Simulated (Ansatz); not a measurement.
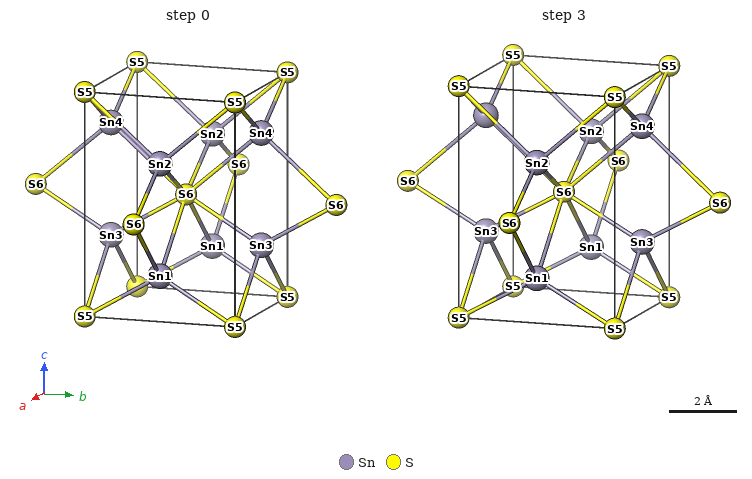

The structure of solid Sn₂S (built on the tetragonal zirconia_137 type) (coarse preliminary run) before (left) and after (right) a relaxation, at one scale.

A ball-and-stick model of the cell of the calculation, seen slightly off an axis.

Case: anti-tetragonal zirconia type (P4_2/nmc, No. 137).

All numbers below come from DFT PBE, scalar-relativistic, plane waves, PAW in Ansatz.

Input file:
```yaml
crystal:
  lattice:
    - [4.7557635699, 0.0, 0.0]
    - [0.0, 4.7557635699, 0.0]
    - [0.0, 0.0, 6.846469231]
  atoms:
    - { symbol: Sn, position: [0.0, 0.5, 0.203] }
    - { symbol: Sn, position: [0.0, 0.5, 0.703] }
    - { symbol: Sn, position: [0.5, 0.0, 0.297] }
    - { symbol: Sn, position: [0.5, 0.0, 0.797] }
    - { symbol: S, position: [0.0, 0.0, 0.0] }
    - { symbol: S, position: [0.5, 0.5, 0.5] }
basis:
  ecutwfc: 420
kpoints:
  mp_grid: { grid: [4, 4, 4] }
hamiltonian:
  xc: pbe
scf:
  occupations: { method: gaussian, width: 0.1 }
  lower_state_search: "off"
output:
  forces: true
  stress: true
  eigenvalues: true
relax:
  adjacent_minimum: "off"
  f_tol: 0.04
  max_steps: 70
  cell: { stress_tol: 0.4 }
```

Run as
```bash
ansatz run input.yaml --threads 1 --pin off --max-ram 2560MiB --backend cpu --events-out ev --progress --plain --runs-dir out
```

Question: Describe what moved and what it gained.

Answer: The largest moves relative to the cell, 0.068 Å, are those of Sn1, Sn2, Sn3 and Sn4. Sn3 goes along +c. S stays in place. The drawn cell changes as follows: a = b 4.756 → 4.939 Å (+3.9 %), c 6.846 → 7.058 Å (+3.1 %); the volume changes by +11.2 %. Near-neighbour distances that change, for instance: Sn1–S6 3.129 → 3.284 Å, Sn1–S5 2.754 → 2.822 Å. Among the angles between lasting bonds that change: S5–Sn1–S5 119.4° → 122.1°, Sn1–S5–Sn1 119.4° → 122.1°. The space group stays P4_2/nmc (No. 137). After 2 accepted moves (3 points after the start) the energy has fallen by 0.218 eV per cell of the calculation. Largest force component: 0.011 eV/Å at the start, 0.035 eV/Å at the end. The pressure goes from 4.60 to −0.25 GPa. The SCF was repeated once at an unchanged geometry on a basis and grid sized afresh for the cell, which shifted the energy by 3.0 meV per cell of the calculation at most. The run took 41 s on 1 thread of Intel(R) Xeon(R) Platinum 8488C (Sapphire Rapids), on a shared host, peak memory 0.48 GiB.
